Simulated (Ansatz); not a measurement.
La2O3

Input

```
crystal:
  lattice:
    - [3.7776974828, 0.0, 0.0]
    - [-1.8888487414, 3.2715819879, 0.0]
    - [0.0, 0.0, 5.8811780668]
  atoms:
    - { symbol: La, position: [0.6666666667, 0.3333333333, 0.7605263505] }
    - { symbol: La, position: [0.3333333333, 0.6666666667, 0.2394736495] }
    - { symbol: O, position: [0.6666666667, 0.3333333333, 0.3544630233] }
    - { symbol: O, position: [0.3333333333, 0.6666666667, 0.6455369767] }
    - { symbol: O, position: [0.0, 0.0, 0.0] }
kpoints:
  mp_grid: { grid: [12, 12, 4] }
  band_path:
    path:
      - [0.0, 0.0, 0.0]
      - [0.5, 0.0, 0.0]
      - [0.3333333333, 0.3333333333, 0.0]
      - [0.0, 0.0, 0.5]
      - [0.5, 0.0, 0.5]
      - [0.3333333333, 0.3333333333, 0.5]
      - [0.0, 0.5, 0.0]
    npoints: 1
hamiltonian:
  xc: r2scan
scf:
  occupations: { method: fixed }
  n_extra_bands: 10
magnetization:
  noncollinear: true
  spin_orbit: true
output:
  forces: true
  stress: true
  eigenvalues: true
  write_density: true
  write_potential: true
  elf: true
  volumetric_format: npy
```

Below, planes, directions and counts refer to the conventional cell (a = 3.78 Å, b = 3.78 Å, c = 5.88 Å, α = 90.00°, β = 90.00°, γ = 120.00°).

Space group P-3m1; a structure from a database of computed crystals, not necessarily the ambient phase; started from the database structure prototype, which need not be the ambient phase; changed on purpose from its base cell (hydrostatic strain -4.0%); computed pressure about 20 GPa in this cell.

Level of theory: Ansatz 0.2.0, DFT, r2SCAN with spin-orbit coupling, plane waves, PAW.

Question: What will maps of the valence pseudo-density and electron localisation function show?

Answer: La–O (2.28 Å): ρ at the midpoint is about 0.59 e/Å³; the ELF peaks at about 0.80 in the valence shell of O, 0.6 Å from its nucleus, and drops to about 0.20 between the two atoms (a closed-shell, largely ionic contact).
La–O (2.39 Å): ρ is about 0.48 e/Å³ halfway, with its minimum of 0.43 e/Å³ about 1.3 Å from La; the ELF is about 0.25 at the midpoint; a largely ionic contact.
La–O (2.60 Å): ρ is about 0.32 e/Å³ halfway; the ELF is about 0.15 at the midpoint; a largely ionic contact.

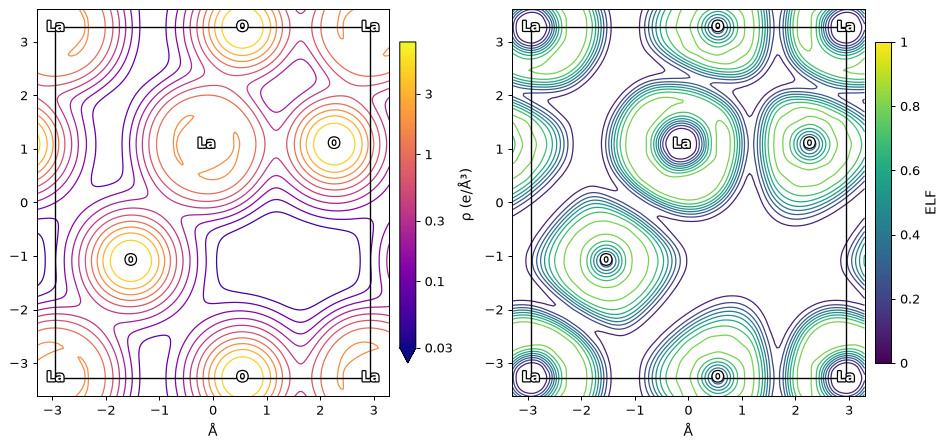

Computed valence pseudo-density and electron localisation function on the (110) plane of the conventional cell, in this order. 
